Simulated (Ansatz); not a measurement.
GW calculation of InP

The run: GW calculation of InP (F-43m, 2 atoms in the cell). Method and program: G0W0 on HSE06, plane waves, PAW, no spin polarisation (Ansatz 0.2.0).

The structure derives from an entry of the Crystallography Open Database. The geometry comes from this level: r2SCAN. It belongs to a series of runs on one base structure; here: starting point.

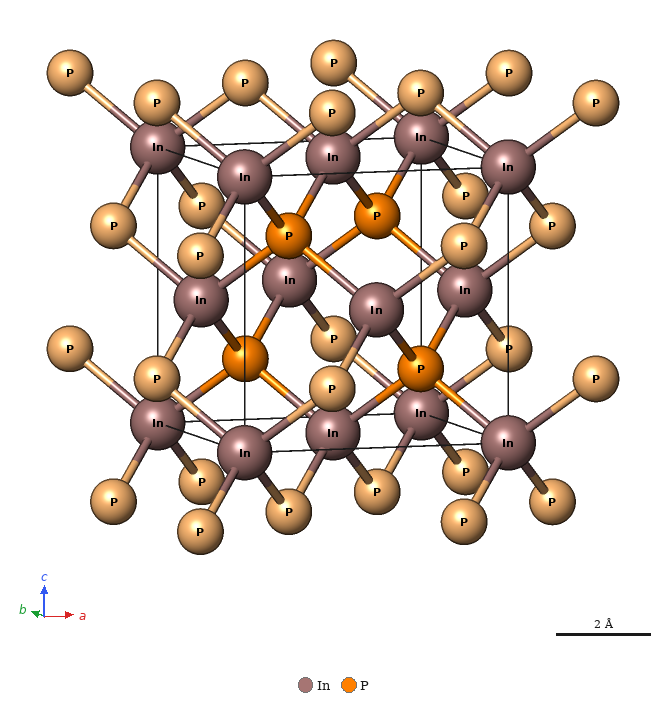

Fig. 1: The structure as given in the input (ball-and-stick view of the cell 4 times as large as that of the calculation, set on its symmetry axes, seen slightly off an axis; neighbours outside the cell are drawn fainter).

Input file
```yaml
crystal:
  lattice:
    - [0.0, 2.9538133482, 2.9538133482]
    - [2.9538133482, 0.0, 2.9538133482]
    - [2.9538133482, 2.9538133482, 0.0]
  atoms:
    - { symbol: In, position: [0.0, 0.0, 0.0] }
    - { symbol: P, position: [0.25, 0.25, 0.25] }
kpoints:
  mp_grid: { grid: [4, 4, 4] }
hamiltonian:
  xc: hse06
scf:
  occupations: { method: fixed }
gw:
  n_empty_bands: 193
  ecut_chi: 140
  qp_bands: [v2, c2]
  qp_kpoints: band_edges
  screening: { model: contour_deformation }
```

Command:
```bash
ansatz run input.yaml --threads 2 --pin off --max-ram 3686MiB --backend cpu --events-out ev --progress --plain --runs-dir out
```

What the program printed
```
Engine: ansatz 0.2.0, aarch64-unknown-linux-gnu
Pseudopotentials: kind: paw
Pseudopotential: In, paw, valence charge 13, recommended cutoff 420 eV (normal), In.paw.azcp
Pseudopotential: P, paw, valence charge 5, recommended cutoff 420 eV (normal), P.paw.azcp
Functional definition: HSE06
  parameter a = 0.25
  parameter omega = 0.11/bohr
  exchange = pbe_x - a*pbe_x_sr(omega) + a*exact_x_sr(omega)
  correlation = pbe_c
davidson cushion auto → on  (no smearing: the cushion is to keep the highest requested band from converging to the state above it; pin scf.eigensolver.cushion to override)
Crystal: 2 atoms, lattice volume = 51.544 Å³
Basis set: ecut = 420 eV, 965 PW (Γ)
Bands: 13, of which v1, the nominal top of the filled ones, is band 9 counted from 1 (8 counted from 0)
Symmetry: 24 space group operations
Space group: F-43m (ITA 216), of the structure as read, at distance tolerance 3.7e-5 Å
k-points: 8 of 64 (time reversal used)
Non-local potential: In, projectors of the file, l = 0: 2, l = 1: 2, l = 2: 2, l = 3: 2
Non-local potential: P, projectors of the file, l = 0: 2, l = 1: 2, l = 2: 2
PAW form: soft (Blöchl's): semilocal exchange-correlation on the pseudo side does not see the compensation charge
PAW frozen core: In, regenerated for the run's functional, and the local potential with it (the file was generated under x = pbe(κ = 0.804, μ = 0.2195149727645171), c = pbe(β = 0.06672455060314922))
PAW frozen core: P, regenerated for the run's functional, and the local potential with it (the file was generated under x = pbe(κ = 0.804, μ = 0.2195149727645171), c = pbe(β = 0.06672455060314922))
PAW one-centre angular grid: In, 590 points (default); XC on 64 Gauss nodes
PAW one-centre angular grid: P, 110 points (default); XC on 64 Gauss nodes
Initial density: superposition of atomic densities (neutral atoms: chi_scale 0, normalization atom), corrected by the library's trained network
Initial wavefunctions: pseudopotential atomic-orbital guess
Functional: x = pbe(κ = 0.804, μ = 0.2195149727645171), c = pbe(β = 0.06672455060314922), warm-up for x = pbe(κ = 0.804, μ = 0.2195149727645171) + 0.25 (exact − pbe) at short range (hse, ω = 0.20786987370883472 Å⁻¹), c = pbe(β = 0.06672455060314922); HSE06 as pw.x's `hse` composes it (authors' and Libxc's form: `xc: wpbeh`)
SCF iter   1: F=—  HF=-6353.890979 eV  |F-HF|=—  |Δ(HF+E_count)|=         —  Δρ=1.28e-3  dr2=7.93e-4  ethr=1.77e-3  ⟨swp⟩=7.9  Hψ=522  notcnv=0
preconditioner: auto → none  [insulator: Δε(μ)=0.571 eV  Ē_g=14.624 eV  n_scr=14 (ndim 8)  ℏωp=21.9 eV  f_vac=0.023]
iter 2 solved again at ethr=2.87e-7 eV; its pass at ethr=4.41e-6 eV (dr2=5.16e-5 eV) is discarded
SCF iter   2: F=—  HF=-6353.891483 eV  |F-HF|=—  |Δ(HF+E_count)|=   5.03e-4  Δρ=3.18e-4  dr2=5.14e-5  ethr=2.87e-7  ⟨swp⟩=2.5  Hψ=682  notcnv=0  defer=2
SCF iter   3: F=-6353.891523 eV  HF=-6353.891507 eV  |F-HF|=1.61e-5  |Δ(HF+E_count)|=   2.39e-5  Δρ=1.78e-4  dr2=9.11e-6  ethr=2.85e-7  ⟨swp⟩=3.2  Hψ=281  notcnv=0  defer=2
SCF 1 stopped early in 3 iterations: F = -6353.891523 eV  dr2 = 9.11e-6
  greatest PAW one-centre occupation: 0.981 electrons in one spin orbital (limit 2), on the In atom at site 0 (counted from 0), in its partial waves of l = 2
Initial density: handed on by an earlier stage of this run
Initial wavefunctions: those handed on with the density
Functional: x = pbe(κ = 0.804, μ = 0.2195149727645171) + 0.25 (exact − pbe) at short range (hse, ω = 0.20786987370883472 Å⁻¹), c = pbe(β = 0.06672455060314922); HSE06 as pw.x's `hse` composes it (authors' and Libxc's form: `xc: wpbeh`)
Exchange kernel: α = 0.2500, screened, ω = 0.2079 Å⁻¹, Wigner–Seitz truncation, v(0) = 1032.3539 eV·Å³, q-mesh 4×4×4, nearest image of the exchange supercell L = 16.71 Å, pair-density grid 18×18×18, without the augmentation charges, whose exchange is taken in its separable form by FFT convolution over the k-point mesh (sized by the pseudopotential files, 24×24×24 at the most), smooth part of the exact exchange by density-matrix convolution
Frozen-core exchange: fock
SCF iter   1: F=—  HF=-6358.418688 eV  |F-HF|=—  |Δ(HF+E_count)|=         —  Δρ=5.39e-3  dr2=9.02e-3  ethr=5.06e-7  ⟨swp⟩=7.2  Hψ=645  notcnv=0
preconditioner: auto → none  [insulator: Δε(μ)=1.334 eV  Ē_g=16.666 eV  n_scr=14 (ndim 8)  ℏωp=21.9 eV  f_vac=0.022]
SCF iter   2: F=—  HF=-6358.416567 eV  |F-HF|=—  |Δ(HF+E_count)|=   2.12e-3  Δρ=1.71e-3  dr2=1.57e-3  ethr=5.06e-7  ⟨swp⟩=4.0  Hψ=447  notcnv=0
SCF iter   3: F=—  HF=-6358.421612 eV  |F-HF|=—  |Δ(HF+E_count)|=   5.04e-3  Δρ=1.17e-3  dr2=4.12e-4  ethr=5.06e-7  ⟨swp⟩=4.2  Hψ=450  notcnv=0
SCF iter   4: F=—  HF=-6358.421525 eV  |F-HF|=—  |Δ(HF+E_count)|=   8.70e-5  Δρ=1.71e-4  dr2=1.78e-5  ethr=5.06e-7  ⟨swp⟩=3.0  Hψ=288  notcnv=0
SCF iter   5: F=-6358.421584 eV  HF=-6358.421585 eV  |F-HF|=8.59e-7  |Δ(HF+E_count)|=   6.00e-5  Δρ=1.03e-4  dr2=3.17e-6  ethr=6.22e-8  ⟨swp⟩=4.1  Hψ=356  notcnv=0
SCF 2 stopped early in 5 iterations: F = -6358.421584 eV  dr2 = 3.17e-6
  greatest PAW one-centre occupation: 0.983 electrons in one spin orbital (limit 2), on the In atom at site 0 (counted from 0), in its partial waves of l = 2
hybrid outer 1: dexx = +5.714e-3 eV, tail = 1.33e-5 eV
Exchange kernel: α = 0.2500, screened, ω = 0.2079 Å⁻¹, Wigner–Seitz truncation, v(0) = 1032.3539 eV·Å³, q-mesh 4×4×4, nearest image of the exchange supercell L = 16.71 Å, pair-density grid 18×18×18, without the augmentation charges, whose exchange is taken in its separable form by FFT convolution over the k-point mesh (sized by the pseudopotential files, 24×24×24 at the most), smooth part of the exact exchange by density-matrix convolution
Frozen-core exchange: fock
SCF iter   1: F=—  HF=-6358.421469 eV  |F-HF|=—  |Δ(HF+E_count)|=         —  Δρ=3.66e-5  dr2=4.43e-7  ethr=3.69e-7  ⟨swp⟩=2.5  Hψ=247  notcnv=0
preconditioner: auto → none  [insulator: Δε(μ)=1.392 eV  Ē_g=16.634 eV  n_scr=14 (ndim 8)  ℏωp=21.9 eV  f_vac=0.022]
iter 2 solved again at ethr=1.85e-10 eV; its pass at ethr=2.24e-9 eV (dr2=3.33e-8 eV) is discarded
SCF iter   2: F=-6358.421469 eV  HF=-6358.421469 eV  |F-HF|=7.20e-9  |Δ(HF+E_count)|=   1.64e-7  Δρ=1.18e-5  dr2=6.36e-8  ethr=1.85e-10  ⟨swp⟩=2.2  Hψ=662  notcnv=0
SCF 3 converged in 2 iterations: F = -6358.421469 eV  dr2 = 6.36e-8
```

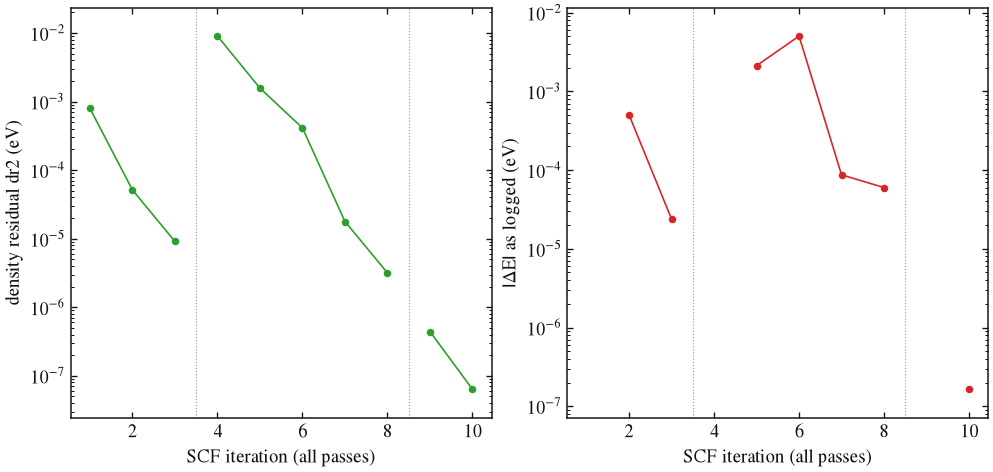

Fig. 2: Convergence of the self-consistent field: density residual dr2 and size of the energy change against the SCF iteration. The run starts with a semilocal functional; after that each stretch between dotted lines is one SCF of the hybrid functional between two exact rebuilds of the exchange operator by the outer loop. Early passes are stopped at a loose threshold. The passes take 3, 5 and 2 iterations.

```
hybrid outer 2: dexx = +1.418e-7 eV, tail = 1.32e-7 eV, Δε = 1.02e-3 eV (about 1.68e-4 eV left of the loop's levels)
NSCF: frozen V_eff on 8 k-points
Exchange-term sweep: 0 of 8 (spin, k) points
Exchange-term sweep: 1 of 8 (spin, k) points
Exchange-term sweep: 2 of 8 (spin, k) points
Exchange-term sweep: 3 of 8 (spin, k) points
Exchange-term sweep: 4 of 8 (spin, k) points
Exchange-term sweep: 5 of 8 (spin, k) points
Exchange-term sweep: 6 of 8 (spin, k) points
Exchange-term sweep: 7 of 8 (spin, k) points
Exchange-term sweep: 8 of 8 (spin, k) points
G₀W₀ screening: q 1/8
G₀W₀ screening: q 2/8 (q-point 5)
G₀W₀ screening: q 3/8 (q-point 6)
G₀W₀ screening: q 4/8 (q-point 2)
G₀W₀ screening: q 5/8 (q-point 4)
G₀W₀ screening: q 6/8 (q-point 8)
G₀W₀ screening: q 7/8 (q-point 3)
G₀W₀ screening: q 8/8 (q-point 7)
G₀W₀ self-energy: k 1/5
G₀W₀ self-energy: k 2/5
G₀W₀ self-energy: k 3/5
G₀W₀ self-energy: k 4/5
G₀W₀ self-energy: k 5/5
NSCF: frozen V_eff on 1 k-points
hybrid SCF converged: 2 outer / 7 inner (+3 warm-up), last move |dexx| = 1.42e-7 eV, tail = 1.32e-7 eV
Stability not checked: this state was not tested for a lower state beside it, because the functional holds exact exchange (a hybrid, or Hartree-Fock), whose exchange loop this test does not read (fock_operator; see scf.lower_state_search)
Free energy (F): -6358.421469 eV
Frozen-core exchange: fock
Harris-Foulkes:  -6358.421469 eV  (|F-HF|=7.20e-9)
Internal energy: -6358.421469 eV  (E = F + TS)
E sigma→0 (E₀):  -6358.421469 eV
Fermi energy:    6.300525 eV
--- Per-component energies (eV) ---
  E_band       = -84.605848
  E_kinetic    = 313.371321
  E_local      = -1413.902806  (includes V_loc(G=0)·N_el)
  E_nonlocal   = 401.194750
  E_hartree    = 558.894950
  E_xc         = -220.550822
  E_vxc        = -128.096940  (∫ρ·V_xc dr)
  E_exx        = -40.453735  (= α·E_x^exact, valence–valence)
  E_paw        = -4746.337042  (= ΣΔE_a)
  E_vpaw       = -294.052168  (= ΣTr[D̂ρ^β])
  E_aug_tail   = 0.000029  (compensation charges beyond the density's cutoff)
  E_ewald      = -1211.073691
  E_core_change = 0.435577  (= ΣΔE_core)
  E_smearing   = -0.000000  (= −TS)
  E_closure    = -0.000000  (closes the sum)
  Σ components = -6358.421469   (vs F -6358.421469, Δ=0.00e0)
--- Band table (eV; the first three rows and the last of 8) ---
  k-point 0: bands = ["-9.6099", "-9.6099", "-9.6099", "-9.4572", "-9.4572", "-6.2491", "6.3005", "6.3005", "6.3005", "7.6922", "11.2096"]
  k-point 1: bands = ["-9.6616", "-9.5879", "-9.5879", "-9.4552", "-9.4552", "-5.5416", "2.6756", "5.7199", "5.7199", "8.8219", "11.9420"]
  k-point 2: bands = ["-9.7103", "-9.5724", "-9.5724", "-9.4463", "-9.4463", "-4.4564", "0.1940", "5.2762", "5.2762", "8.5109", "11.9427"]
  k-point 7: bands = ["-9.7430", "-9.5526", "-9.5191", "-9.4766", "-9.4442", "-3.6960", "0.3466", "3.1869", "3.2667", "11.3383", "11.6013"]
  guard bands above this table: 2 of the run's 13 bands. The solve was not asked for them (output.publish_guard_bands: true or output.eigenvalues: true publishes all)
--- G₀W₀: contour deformation, 7 samples at zero and on the imaginary axis and 2 off it, 64 q-points, 193 empty bands' worth ---
  eigenvalues of the whole cell's RPA ε∞ on this k-mesh (on a slab, of 1 + 4πα/V) = 14.7118, 14.7118, 14.7118; static W/v taken at q = 0 is 0.067973
  bands read: the sum over 202 bands ends inside a degenerate multiplet in 3 slots, whose members it reads at an even weight; the widest, k=0: bands 202 to 204 (counted from 1) at 1/3 each
  gw.qp_kpoints: band_edges: 5 of 8 stored k-points solved, in 1 pass; an edge of the gap read off the rows below is read off those points alone
    valence top: of the k-points left out ik 5 came nearest to being solved in a further pass, in band 9 (counted from 1, as in the quasiparticle table): it holds the edge there only if its correction is more favourable than any solved in that band by at least 1.065 eV; those differ by 0.014 eV
    conduction bottom: of the k-points left out ik 4 came nearest to being solved in a further pass, in band 10 (counted from 1, as in the quasiparticle table): it holds the edge there only if its correction is more favourable than any solved in that band by at least 1.789 eV; those differ by 0.102 eV
    ik  band        ε_KS         Σx   Σc(E_QP)       V_xc       Z   E_QP_lin       E_QP  E_QP is
     0     8      6.3005   -16.7444     1.2690   -15.2585  0.7671     6.0826     6.0836  root
     0     9      6.3005   -16.7444     1.2690   -15.2585  0.7671     6.0826     6.0836  root
     0    10      7.6922    -9.5771    -3.9401   -13.3797  0.7857     7.5551     7.5548  root
     0    11     11.2096    -6.8055    -4.2385   -10.9176  0.7794    11.0835    11.0832  root
     1     8      5.7199   -16.3282     1.3952   -14.7131  0.7650     5.4990     5.5000  root
     1     9      5.7199   -16.3282     1.3952   -14.7131  0.7650     5.4990     5.5000  root
     1    10      8.8219    -8.4997    -4.0094   -12.3770  0.7849     8.6900     8.6897  root
     1    11     11.9420    -6.8060    -4.4083   -11.0666  0.7698    11.7948    11.7943  root
     2     8      5.2762   -16.1626     1.5395   -14.4040  0.7621     5.0560     5.0570  root
     2     9      5.2762   -16.1626     1.5395   -14.4040  0.7621     5.0560     5.0570  root
     2    10      8.5109    -8.4309    -3.9413   -12.2396  0.7880     8.3786     8.3782  root
     2    11     11.9427    -6.4037    -4.3571   -10.5956  0.7722    11.7782    11.7776  root
     3     8      4.8254   -15.7804     1.6169   -13.9433  0.7596     4.6041     4.6052  root
     3     9      4.8254   -15.7804     1.6169   -13.9433  0.7596     4.6041     4.6052  root
     3    10      9.5157    -6.5309    -3.9235   -10.2756  0.7910     9.3375     9.3369  root
     3    11     10.1976    -8.2178    -4.1928   -12.2507  0.7742    10.0383    10.0377  root
     6     8      3.8465   -15.4913     1.9493   -13.3359  0.7491     3.6393     3.6404  root
     6     9      3.8465   -15.4913     1.9493   -13.3359  0.7491     3.6393     3.6404  root
     6    10      8.7101    -6.0847    -3.6934    -9.5441  0.7964     8.4770     8.4760  root
     6    11      9.3008    -7.3731    -3.9421   -11.1593  0.7879     9.1453     9.1449  root
```

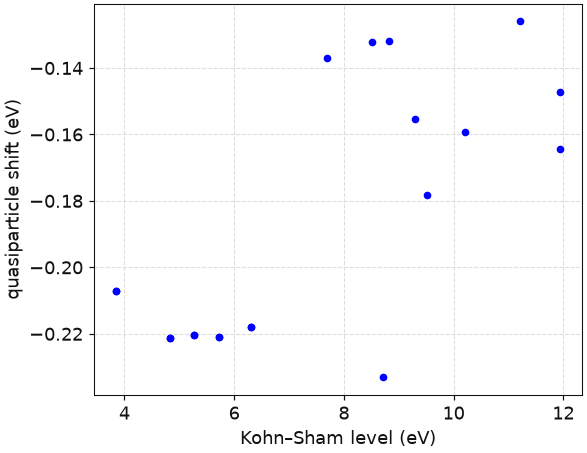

Fig. 3: Quasiparticle corrections (linearised) against the Kohn–Sham levels, for the bands and k-points computed. On this mesh the gap goes from 1.39 to 1.47 eV.

Summary

| quantity | value |
| --- | --- |
| outcome | converged |
| space group (tolerance 0.01 Å) | F-43m (216) |
| electrons treated | 18 |
| free energy | −6358.4215 eV |
| Fermi energy | 6.301 eV |
| gap on the k-point mesh | 1.39 eV |
| quasiparticle gap on the mesh | 1.47 eV |
| hardware | 2 threads of Arm Neoverse V1, 24 GiB of memory available, shared host |
| wall time | 69 s (CPU time 2 min) |
| peak memory | 0.68 GiB |

Remarks

The GW levels are not extrapolated in basis or mesh.
